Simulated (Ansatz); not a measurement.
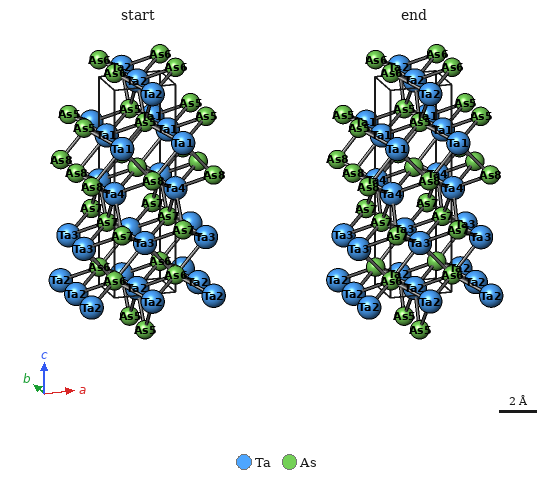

The structure of crystalline TaAs (set up in Cm) before (left) and after (right) a relaxation, at one scale.

A ball-and-stick model of the cell of the calculation, seen slightly off an axis.

Case: shear of c along a, cell held, atoms relaxed: +4.0 %.

Computed with Ansatz 0.2.0, DFT PBEsol, scalar-relativistic, plane waves, PAW. (plane-wave cutoff 420 eV; k-point mesh 10 × 10 × 4; occupations gaussian; smearing width 0.1 eV; no spin polarisation; atoms relaxed in a fixed cell; force threshold 0.008 eV/Å; at most 40 steps)

Describe what moved and what it gained.

The run was cut off at its time limit before the relaxation converged, so the last structure is only a point on the way. The largest moves, 0.087 Å, are those of Ta2 and Ta4. Ta4 goes along +a. By element the largest moves are Ta 0.087 Å, As 0.074 Å. The cell doesn't change. Near-neighbour distances that change, for instance: Ta1–Ta2 3.308 → 3.242 Å, Ta1–As8 2.646 → 2.588 Å, Ta1–As8 (another image) 2.543 → 2.598 Å, Ta2–As6 2.579 → 2.613 Å. Among the angles between lasting bonds that change: As5–Ta2–As6 136.2° → 140.3°, As5–Ta2–As6 134.1° → 130.1°, Ta3–As7–Ta4 136.2° → 139.9°. The space group stays Cm (No. 8). After 1 geometry step the energy has fallen by 0.5 meV per atom. The largest force component goes from 0.48 to 0.43 eV/Å.
